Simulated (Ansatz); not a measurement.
## C8N: geometry relaxation (part 4 of 4)

C8N (slab, 9 atoms in the cell); DFT PBEsol, scalar-relativistic, plane waves, PAW, spin-polarised (Ansatz 0.2.0); cutoff 420 eV, 12×12×1 k-mesh, Gaussian smearing of 0.05 eV, collinear spins. The structure derives from an entry of the Crystallography Open Database. The input holds or restrains some coordinates. Forces given for the steps count only the free coordinates. It belongs to a series of runs on one base structure; here: N over the place (0/4, 0/4) of the surface cell, its height relaxed.

Geometry of the input (Å; fractional positions):
```
2.4988  0.0000  0.0000
-1.2494  2.1640  0.0000
0.0000  0.0000  25.7639
C  0.3333  0.6667  0.3299
C  0.6667  0.3333  0.3502
C  0.6667  0.3333  0.4107
C  0.3333  0.6667  0.4310
C  0.3333  0.6667  0.5398
C  0.6667  0.3333  0.5404
C  0.6667  0.3333  0.6885
C  0.3333  0.6667  0.6885
N  0.3333  0.6667  0.7460
```

**Output, continued**
```
--- Per-component energies (eV) ---
  E_band       = -280.653782
  E_kinetic    = 842.066600
  E_local      = -24275.023209  (includes V_loc(G=0)·N_el)
  E_nonlocal   = 263.934746
  E_hartree    = 11752.383432
  E_xc         = -437.528225
  E_vxc        = -545.722523  (∫ρ·V_xc dr)
  E_paw        = -882.606869  (= ΣΔE_a)
  E_vpaw       = -70.392029  (= ΣTr[D̂ρ^β])
  E_aug_tail   = 0.000128  (compensation charges beyond the density's cutoff)
  E_efield     = 0.000807  (sawtooth field / dipole correction)
  E_vefield    = -0.287901  (∫n·V_field dr)
  E_ewald      = 10393.852235
  E_core_change = 0.196903  (= ΣΔE_core)
  E_smearing   = -0.001749  (= −TS)
  E_closure    = 0.000000  (closes the sum)
  Σ components = -2342.725200   (vs F -2342.725200, Δ=0.00e0)
--- Forces (eV/Å), atoms counted from 1 ---
  atom   1  C      0.00000000     0.00000000     4.00640527
  atom   2  C     -0.00000000    -0.00000000    -5.60551315
  atom   3  C      0.00000000    -0.00000000     5.49425787
  atom   4  C     -0.00000000     0.00000000    -3.97255635
  atom   5  C     -0.00000000     0.00000000     0.06881672
  atom   6  C      0.00000000    -0.00000000     0.02871735
  atom   7  C     -0.00000000    -0.00000000    -2.11318056
  atom   8  C      0.00000000     0.00000000     2.08741932
  atom   9  N      0.00000000     0.00000000     0.00562622
  max |Σ_I F_I| component: 7.31e-6 eV/Å
--- Band table (eV; the first three rows and the last of 38) ---
  k-point 0 ↑: bands = ["-21.1769", "-19.1508", "-18.0119", "-15.9076", "-13.9170", "-8.8767", "-6.4720", "-6.0860", "-3.7755", "-3.7755", "-1.8406", "-1.8406", "-1.5259", "-0.6621", "-0.6621", "1.0571", "1.0571", "1.6689", "2.8333", "2.9816", "2.9816", "6.3656", "6.7472", "7.6339", "7.7695", "7.7695", "7.9858", "7.9858", "8.1210"]
  k-point 1 ↑: bands = ["-21.0174", "-18.9788", "-17.8514", "-15.7444", "-13.7812", "-8.7204", "-6.3086", "-5.9221", "-4.4793", "-4.1014", "-2.4844", "-2.1682", "-1.5416", "-1.3745", "-1.0067", "0.3486", "0.7288", "1.5738", "2.7601", "2.9271", "2.9305", "6.5481", "6.9432", "7.7504", "7.8537", "7.9802", "8.3512", "8.3902", "8.4781"]
  k-point 2 ↑: bands = ["-20.5428", "-18.4649", "-17.3715", "-15.2566", "-13.3919", "-8.2683", "-6.2258", "-5.7990", "-5.4048", "-4.8653", "-4.0993", "-3.4898", "-2.9365", "-1.8007", "-1.5985", "-0.7697", "-0.0332", "0.7938", "2.6682", "2.7457", "2.8811", "6.8955", "7.4428", "7.7204", "7.9354", "8.4268", "8.9254", "9.1520", "9.6278"]
  k-point 18 ↓: bands = ["-15.8686", "-13.1594", "-12.4632", "-11.4870", "-11.2388", "-11.1909", "-11.0849", "-9.2077", "-9.1269", "-9.0994", "-9.0428", "-8.5961", "-6.3739", "-4.2033", "-3.2097", "-2.2762", "-1.4058", "-0.2137", "0.8798", "1.2491", "2.7667", "2.9982", "7.1407", "7.2597", "10.3612", "10.5866", "11.7923", "12.8711", "13.9429"]
--- Relaxed structure (5 steps of the walk, 5 accepted, 0 SCFs on fresh bases) ---
  F+E_penalty+E_count = -2342.72519964 eV   max|allowed force component| = 5.626e-3 eV/Å
  atoms:
    - { symbol: C, position: [0.3333333333333334, 0.6666666666666667, 0.32991940150000004] }
    - { symbol: C, position: [0.6666666666666667, 0.33333333333333337, 0.3502041956000001] }
    - { symbol: C, position: [0.6666666666666667, 0.33333333333333337, 0.4106688376000001] }
    - { symbol: C, position: [0.3333333333333334, 0.6666666666666667, 0.43095363180000007] }
    - { symbol: C, position: [0.3333333333333334, 0.6666666666666667, 0.5397810204000002] }
    - { symbol: C, position: [0.6666666666666667, 0.33333333333333337, 0.5403661502000001] }
    - { symbol: C, position: [0.6666666666666667, 0.33333333333333337, 0.6885463836000001] }
    - { symbol: C, position: [0.3333333333333334, 0.6666666666666667, 0.6885498352000002] }
    - { symbol: N, position: [0.3333333333333334, 0.6666666666666667, 0.7486115549453437] }
--- Löwdin populations: 9 sites ---
  site symbol       q [e]    m [muB]
     0      C      3.9459    -0.6583
     1      C      4.0004     0.1036
     2      C      4.0006    -0.1041
     3      C      3.9777     0.6113
     4      C      3.9662    -0.0301
     5      C      3.9715     0.0712
     6      C      3.8519    -0.0039
     7      C      3.8670     0.0006
     8      N      5.1374    -0.0028
  spilling = 0.007602 (of n_electrons = 37.000000)
```

**File populations.tsv**
```
# site	symbol	l	j	q_up	q_dn
# orbitals = lowdin
# n_electrons = 37.000000
# spilling = 0.007602
0	C	0_2S	-	0.484422	0.581303
0	C	1_2P	-	1.159382	1.720821
1	C	0_2S	-	0.489632	0.469665
1	C	1_2P	-	1.562364	1.478753
2	C	0_2S	-	0.469373	0.490095
2	C	1_2P	-	1.478894	1.562261
3	C	0_2S	-	0.579400	0.488787
3	C	1_2P	-	1.715131	1.194401
4	C	0_2S	-	0.459202	0.461252
4	C	1_2P	-	1.508829	1.536928
5	C	0_2S	-	0.460857	0.457476
5	C	1_2P	-	1.560477	1.492672
6	C	0_2S	-	0.451278	0.451735
6	C	1_2P	-	1.472723	1.476211
7	C	0_2S	-	0.441557	0.441449
7	C	1_2P	-	1.492260	1.491759
8	N	0_2S	-	0.933617	0.934183
8	N	1_2P	-	1.633690	1.635903
```

**Trajectory as extended XYZ (Å, eV, eV/Å), 5 frames, from step=1 to step=5**
```
9
Lattice="2.4988 0.0000 0.0000 -1.2494 2.1640 0.0000 0.0000 0.0000 25.7639" Properties=species:S:1:pos:R:3:forces:R:3 step=1 energy=-2342.68126
C     0.0000    1.4427    8.5000    0.0000   0.0000   4.0075
C     1.2494    0.7213    9.0226    0.0000   0.0000  -5.6070
C     1.2494    0.7213   10.5804    0.0000   0.0000   5.4952
C     0.0000    1.4427   11.1030    0.0000   0.0000  -3.9735
C     0.0000    1.4427   13.9068    0.0000   0.0000   0.0709
C     1.2494    0.7213   13.9219    0.0000   0.0000   0.0283
C     1.2494    0.7213   17.7396    0.0000   0.0000  -2.6046
C     0.0000    1.4427   17.7397    0.0000   0.0000   1.1867
N     0.0000    1.4427   19.2197    0.0000   0.0000   1.3979
9
Lattice="2.4988 0.0000 0.0000 -1.2494 2.1640 0.0000 0.0000 0.0000 25.7639" Properties=species:S:1:pos:R:3:forces:R:3 step=2 energy=-2342.70718
C     0.0000    1.4427    8.5000    0.0000   0.0000   4.0080
C     1.2494    0.7213    9.0226    0.0000   0.0000  -5.6037
C     1.2494    0.7213   10.5804    0.0000   0.0000   5.4919
C     0.0000    1.4427   11.1030    0.0000   0.0000  -3.9739
C     0.0000    1.4427   13.9068    0.0000   0.0000   0.0707
C     1.2494    0.7213   13.9219    0.0000   0.0000   0.0284
C     1.2494    0.7213   17.7396    0.0000   0.0000  -2.4164
C     0.0000    1.4427   17.7397    0.0000   0.0000   1.5450
N     0.0000    1.4427   19.2429    0.0000   0.0000   0.8508
9
Lattice="2.4988 0.0000 0.0000 -1.2494 2.1640 0.0000 0.0000 0.0000 25.7639" Properties=species:S:1:pos:R:3:forces:R:3 step=3 energy=-2342.72477
C     0.0000    1.4427    8.5000    0.0000   0.0000   4.0069
C     1.2494    0.7213    9.0226    0.0000   0.0000  -5.6060
C     1.2494    0.7213   10.5804    0.0000   0.0000   5.4945
C     0.0000    1.4427   11.1030    0.0000   0.0000  -3.9725
C     0.0000    1.4427   13.9068    0.0000   0.0000   0.0690
C     1.2494    0.7213   13.9219    0.0000   0.0000   0.0286
C     1.2494    0.7213   17.7396    0.0000   0.0000  -2.1543
C     0.0000    1.4427   17.7397    0.0000   0.0000   2.0146
N     0.0000    1.4427   19.2803    0.0000   0.0000   0.1193
9
Lattice="2.4988 0.0000 0.0000 -1.2494 2.1640 0.0000 0.0000 0.0000 25.7639" Properties=species:S:1:pos:R:3:forces:R:3 step=4 energy=-2342.72520
C     0.0000    1.4427    8.5000    0.0000   0.0000   4.0065
C     1.2494    0.7213    9.0226    0.0000   0.0000  -5.6055
C     1.2494    0.7213   10.5804    0.0000   0.0000   5.4943
C     0.0000    1.4427   11.1030    0.0000   0.0000  -3.9725
C     0.0000    1.4427   13.9068    0.0000   0.0000   0.0688
C     1.2494    0.7213   13.9219    0.0000   0.0000   0.0287
C     1.2494    0.7213   17.7396    0.0000   0.0000  -2.1132
C     0.0000    1.4427   17.7397    0.0000   0.0000   2.0875
N     0.0000    1.4427   19.2871    0.0000   0.0000   0.0055
9
Lattice="2.4988 0.0000 0.0000 -1.2494 2.1640 0.0000 0.0000 0.0000 25.7639" Properties=species:S:1:pos:R:3:forces:R:3 step=5 energy=-2342.72520
C     0.0000    1.4427    8.5000    0.0000   0.0000   4.0064
C     1.2494    0.7213    9.0226    0.0000   0.0000  -5.6055
C     1.2494    0.7213   10.5804    0.0000   0.0000   5.4943
C     0.0000    1.4427   11.1030    0.0000   0.0000  -3.9726
C     0.0000    1.4427   13.9068    0.0000   0.0000   0.0688
C     1.2494    0.7213   13.9219    0.0000   0.0000   0.0287
C     1.2494    0.7213   17.7396    0.0000   0.0000  -2.1132
C     0.0000    1.4427   17.7397    0.0000   0.0000   2.0874
N     0.0000    1.4427   19.2871    0.0000   0.0000   0.0056
```

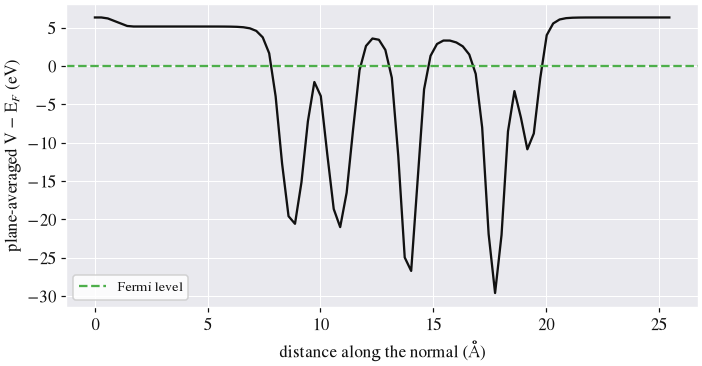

Plane average of the electrostatic potential energy of an electron across the cell, from the Fermi level. The vacuum level lies 6.34 eV above the Fermi level on the upper side and 5.16 eV on the lower.

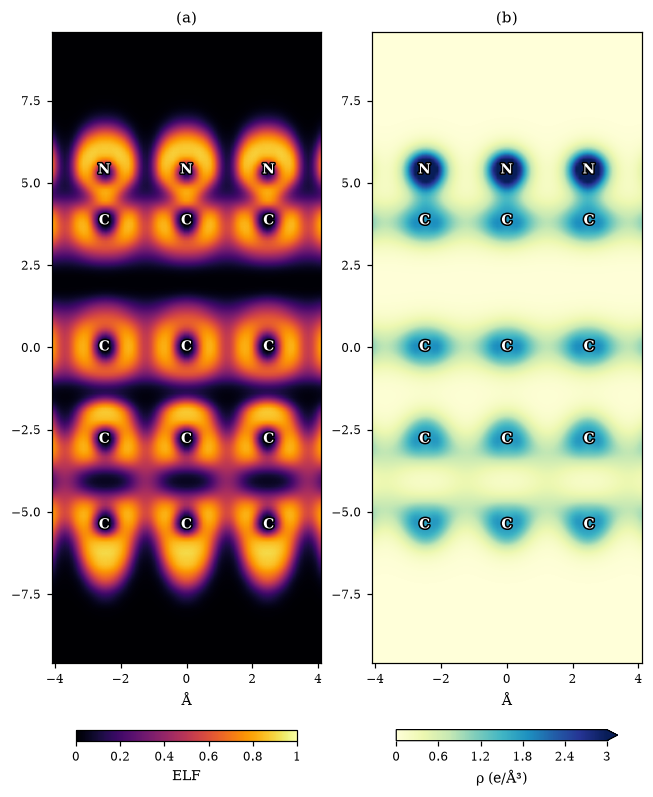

(a) electron localisation function; (b) valence charge density (pseudo) on the (010) plane of the calculation cell, a cut from vacuum to vacuum. The section cuts through C and N sites. C–N (1.55 Å): ρ is about 1.5 e/Å³ halfway; the ELF peaks at about 0.80 between the atoms, which marks localised, shared-pair bonding. The density dies away to nearly zero in the vacuum. The fields are those of the smooth PAW valence density.
